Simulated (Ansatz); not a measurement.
Structure data:

```xyz
2
Lattice="2.5895 0.0000 0.0000 -1.2947 2.2426 0.0000 0.0000 0.0000 4.4492" Properties=species:S:1:pos:R:3 pbc="T T T"
Cu    0.0000    1.4950    1.2746
Cu    1.2947    0.7475    3.1746
```

### Summarise the structure in words.

The element is copper. Space group P-3m1 (No. 164), lattice primitive hexagonal. The cell holds two atoms. Cu is linked to nine Cu at 2.42 to 2.59 Å. The bonds build Cu layers parallel to (001).

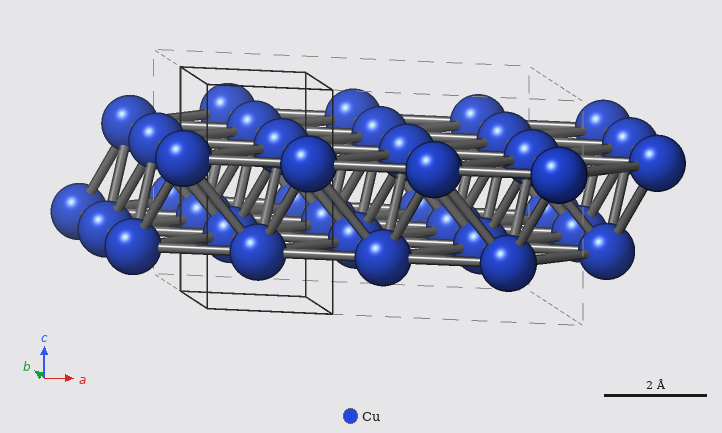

Structure drawing (ball-and-stick), viewed slightly off an axis. 3×2×1 cells are drawn; the solid outline is the conventional unit cell. Atoms of adjacent cells appear where they bond to atoms in the box. Colours: copper blue.

Provenance: a structure listed in the Materials Project. The cell was then strained or its atoms displaced on purpose. Ansatz was used for an electronic-structure calculation on it.

At this level of theory the cell isn't at rest (forces up to 1.5 eV/Å), so its distances can differ from those at equilibrium, the more so the softer the solid.
